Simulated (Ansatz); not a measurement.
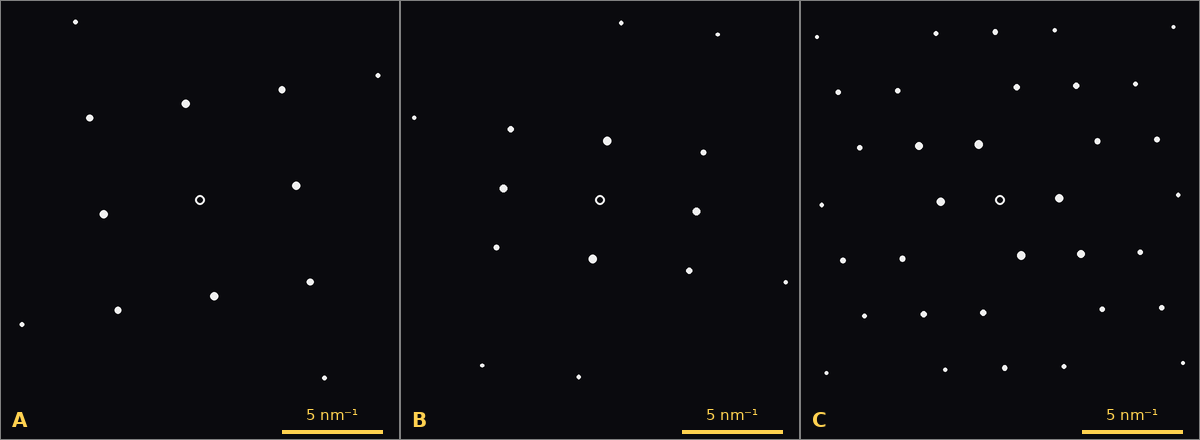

Simulated selected-area electron diffraction patterns (200 kV, kinematic approximation, thin crystal, B = 0.5 Å² for all atoms).

All three come from Ti, space group Fd-3m (No. 227), a = 5.826 Å. Structure: the end point of a relaxation with DFT, BLYP, plane waves (420 eV) with PAW, scalar-relativistic in Ansatz; the starting structure was generated, so it need not be a known form of this composition.

```json
{"atom": "Ti", "site": "8b", "symmetry": "-43m", "x": "0.2500", "y": "0.2500", "z": "0.7500"}
```

**Assign the zone axes [001], [110], [211] to A, B and C.**

A is [001]: square net of 2 -2 0 at d = 2.06 Å and 2 2 0 at d = 2.06 Å, at 90.0°. B is [211]: rectangular net of -1 1 1 at d = 3.36 Å and 0 -2 2 at d = 2.06 Å, at 90.0°. C is [110]: centred rectangular net of -1 1 -1 at d = 3.36 Å and -1 1 1 at d = 3.36 Å, at 70.5°.
